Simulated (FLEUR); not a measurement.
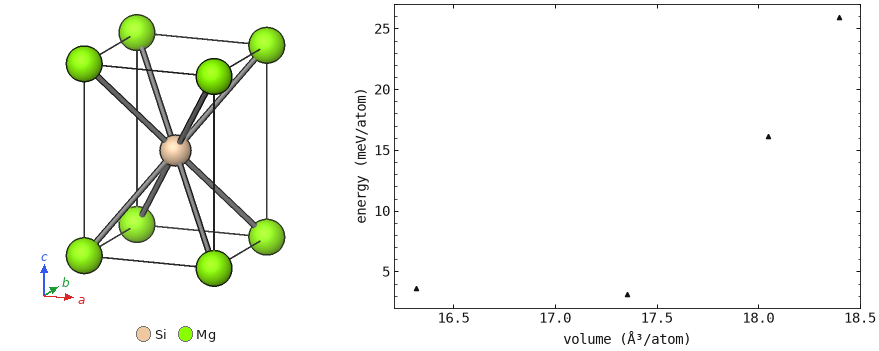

The figure shows the energy against volume for MgSi, space group P4/mmm (No. 123). The conventional cell is drawn beside the plot.

Starting cell:
```
Si Mg
1.0
     2.90839    0.00000    0.00000
     0.00000    2.90839    0.00000
     0.00000    0.00000    4.10343
Si Mg
1 1
Direct
  0.50000 0.50000 0.50000
  0.00000 0.00000 0.00000
```

Computed with FLEUR MaX-R8.1 (later development tree): all-electron LAPW DFT, no spin polarisation; energies at scaled volumes of the given cell, shape and fractions fixed, counted from the fit's minimum, third-order Birch-Murnaghan fit. Level: AM05.

- k mesh: 9×9×7
- occupations: Fermi–Dirac
- smearing width: 0.05 eV
- potentials: all electron
- program settings: basis FLAPW, kmax 4.1 1/bohr

The point at volume 16.66 Å³/atom is left out of the plot. What does the calculation give there?

```json
{"volume (Å³/atom)": "16.66", "energy (meV/atom)": "0.40"}
```

Limits of the calculation: shape and atomic fractions are frozen while scaling, which makes layered, chain and framework solids too stiff.
